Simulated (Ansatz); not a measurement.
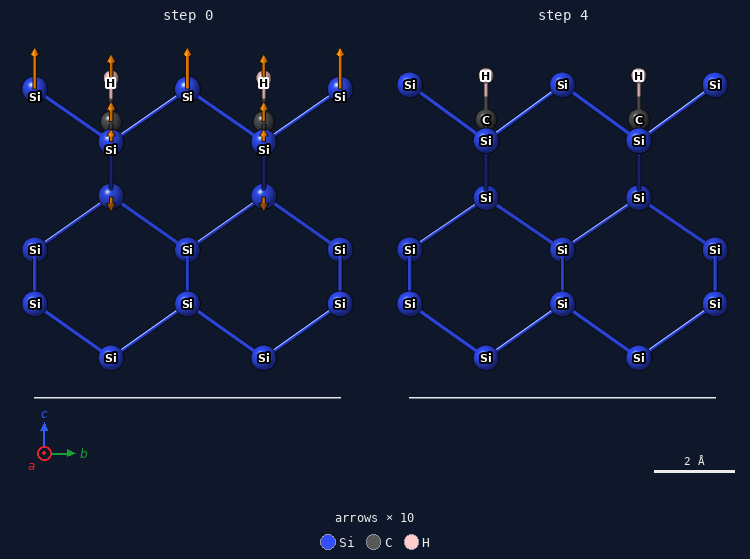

The structure of a slab of composition Si6HC (cut from the Fd-3m phase) before (left) and after (right) a constrained relaxation, at one scale. The orange arrows give the displacements, magnified 10 times.

A ball-and-stick model of the 1 × 2 repeat of the cell, outlined in the plane, without the vacuum, seen along the a axis.

Case: CH put at a hollow Si-Si site. The slab is the (1 0 0) face of Si with CH on it. 3 atoms are held fixed.

These are results of DFT PBEsol, scalar-relativistic, plane waves, PAW in Ansatz, not measurements. Set-up: plane-wave cutoff 420 eV; k-point mesh 8 × 8 × 1; occupations gaussian; smearing width 0.05 eV; collinear spin; dipole correction; atoms relaxed in a fixed cell; force threshold 0.03 eV/Å; at most 70 steps.

Question: Describe what moved and what it gained.

Answer: The energy falls by 68.8 meV per cell of the calculation in 4 geometry steps. Largest force component: 1.4 eV/Å at the start, 0.01 eV/Å at the end. A Si atom moves most: 0.11 Å along the normal (+c). By element the largest moves are Si 0.11 Å, H 0.06 Å, C 0.05 Å. The cell stays as it was. Near-neighbour distances that change, for instance: C–Si 1.872 → 1.966 Å, Si–Si 2.354 → 2.399 Å, Si–Si 2.337 → 2.380 Å, Si–Si 2.348 → 2.325 Å. Bond angles that change, for instance: Si–Si–Si 109.4° → 106.4°, Si–Si–Si 110.5° → 107.6°. The program noted that the starting moments weren't kept. Cost: 4.9 min on 1 thread of Arm Neoverse V2 (shared host), peak memory 0.81 GiB.

Limits of the set-up: the periodic images lie only 3.8 Å apart, so the values are limited by the cell's size.
